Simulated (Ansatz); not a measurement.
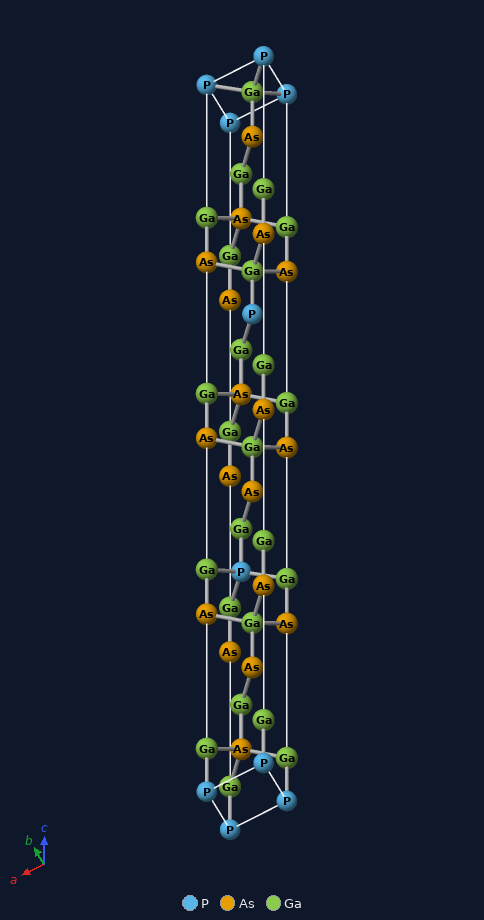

Ball-and-stick drawing of the structure, looking from a general direction. One conventional unit cell is framed, with atoms on its boundary repeated.

Ga4As3P, space group R3m (No. 160), a = 3.97 Å, b = 3.97 Å, c = 38.87 Å, α = 90.00°, β = 90.00°, γ = 120.00°.

Electronic-structure method: difference of finished runs, DFT, HSE06, plane waves, PAW (Ansatz). Parameters: plane waves up to 420 eV.

Is the electronic structure metallic or gapped?

A semiconductor at this level, with a gap of 1.63 eV.

Its origin is a structure type filled with these elements by a generator (whether the compound takes this form wasn't checked). Earlier steps of the study, as a rule a relaxation of our own, may have changed the cell and positions, so they can lie some per cent off the listed ones. A calculation with Ansatz used it as input.
